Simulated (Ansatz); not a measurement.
Cell and atoms:

```
Cd Te
1.0
     4.63682    0.00000    0.00000
     0.00000    4.63682    0.00000
     0.00000    0.00000    6.55745
Cd Te
2 2
Cartesian
  2.3184 0.0000 1.6894
  0.0000 2.3184 4.9681
  2.3184 2.3184 3.2787
  0.0000 0.0000 0.0000
```

Q: Work out the structure from the coordinates.

A: The stoichiometry is CdTe. Symmetry: Imm2 (No. 44), body-centred orthorhombic lattice. The cell has 4 atoms, namely 2 Cd, 2 Te. About every Cd there are four Te in a tetrahedral arrangement at 2.81 to 2.87 Å. The neighbours of Te are four Cd in a tetrahedral arrangement at 2.81 to 2.87 Å. The bonds build a three-dimensional framework.

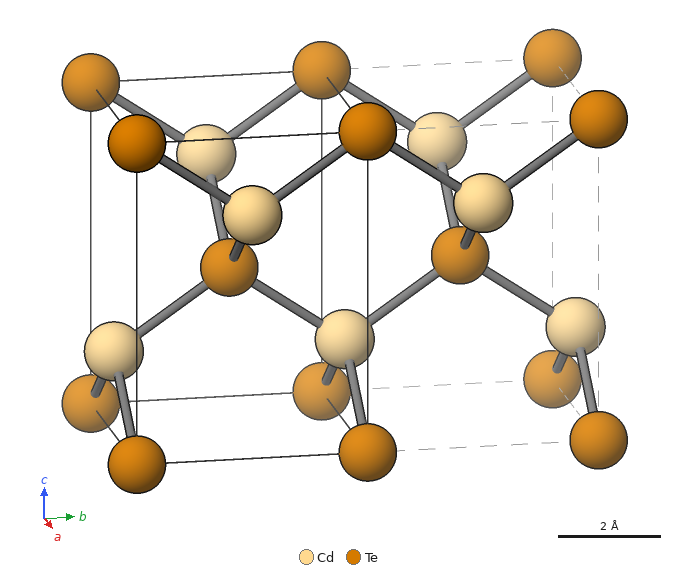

A ball-and-stick rendering, viewed slightly off an axis. Solid lines give the conventional unit cell, repeated here 1×2×1 times.

The model was built from a structure type known for this compound. The cell was then strained or its atoms displaced on purpose. It went into a calculation with Ansatz.
